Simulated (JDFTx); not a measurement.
# A series of single points on Li

System: Li (Im-3m, 1 atom in the cell).
Method: Kohn-Sham DFT of a periodic cell, PBEsol, PseudoDojo-SR-PBEsol-0.4.1-standard, no spin polarisation (JDFTx 1.7.0 (patched build)).

The 7 runs differ only in the geometry, by an even scaling of the cell at fixed fractional positions. The structure derives from an entry of the Crystallography Open Database.

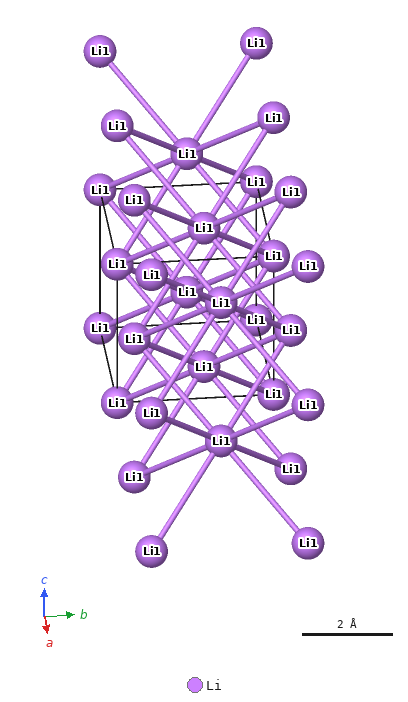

Figure 1. The structure of run 4 (ball-and-stick view of the cell 2 times as large as that of the calculation, set on its symmetry axes, repeated 3 × 1 × 2, seen at an oblique angle; atoms are numbered from 1 in the order of the input). An atom can appear more than once, as a periodic image.

### Input of run 4
```
lattice \
   -3.3158079446     3.3158079446     3.3158079446 \
    3.3158079446    -3.3158079446     3.3158079446 \
    3.3158079446     3.3158079446    -3.3158079446
coords-type Lattice
ion Li     0.0000000000     0.0000000000     0.0000000000 1

ion-species pseudo/Li.upf
elec-cutoff 37
elec-ex-corr gga-PBEsol
kpoint-folding 11 11 11
elec-smearing Fermi 0.0018374661
elec-n-bands 6
electronic-SCF nIterations 100 energyDiffThreshold 1e-09
electronic-minimize nIterations 30 energyDiffThreshold 1e-7
forces-output-coords Cartesian

dump-name run.$VAR
dump End Ecomponents EigStats BandEigs Kpoints Forces Stress
```

Command:
```bash
jdftx -c 1 -i Li.in -o Li.out
```

Lattice vectors (Å) and fractional positions of run 4:
```
  -1.754650    1.754650    1.754650
   1.754650   -1.754650    1.754650
   1.754650    1.754650   -1.754650
Li  0.000000  0.000000  0.000000
```

Run 6 differs from it as follows:
```diff
-   -3.3158079446     3.3158079446     3.3158079446 \
-    3.3158079446    -3.3158079446     3.3158079446 \
-    3.3158079446     3.3158079446    -3.3158079446
+   -3.3594420003     3.3594420003     3.3594420003 \
+    3.3594420003    -3.3594420003     3.3594420003 \
+    3.3594420003     3.3594420003    -3.3594420003
```

### Results, with one run withheld

```csv
run,volume per atom (Å³),"free energy per atom, from the lowest run given (meV)",pressure (GPa)
1,20.312,0.00,−0.07
2,20.744,0.51,−0.35
3,21.177,1.73,−0.60
4,21.609,3.59,−0.83
5,22.041,6.05,−1.04
6,22.473,?,?
7,22.905,12.54,−1.40
```

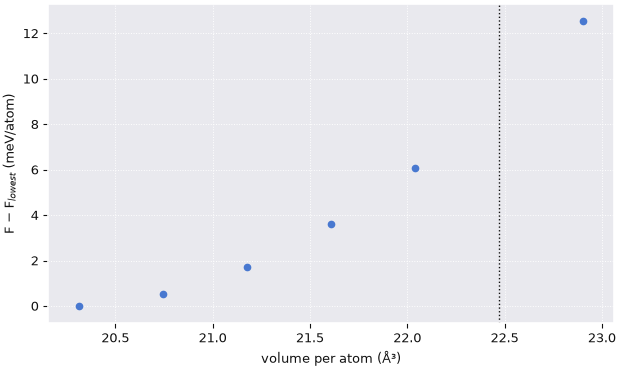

Figure 2. Free energy per atom of the runs given; the dotted line marks run 6.

What should run 6 give?

A cubic polynomial in V^(−2/3) (the Birch–Murnaghan form), fitted to the 6 runs given, misses them by under 0.01 meV per atom. With x = V^(−2/3) − 0.12959 Å⁻², it reads F = 2.772 − 1106.9 x + 1.1176e+05 x² − 3.4198e+05 x³ (meV per atom). At run 6 it gives 9.05 meV per atom, and the run itself gives 9.05. The slope of the fit gives a pressure −dF/dV of −1.21 GPa there, and the run prints −1.23 GPa. The fit has no minimum inside this range.

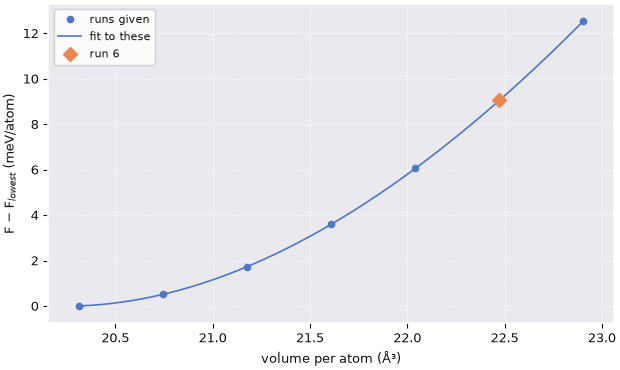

Figure 3. The fit and the withheld run.

### Some lines of the output (run 6)
```
[...]
unit cell volume = 151.657
     Etot =       -7.1540102218016211
        F =       -7.1541457272248472
	HOMO-LUMO gap: +0.001910
	Optical gap  : +0.157010 at state 31 ( [ +0.090909 +0.454545 -0.363636 ] spin 0 )
```
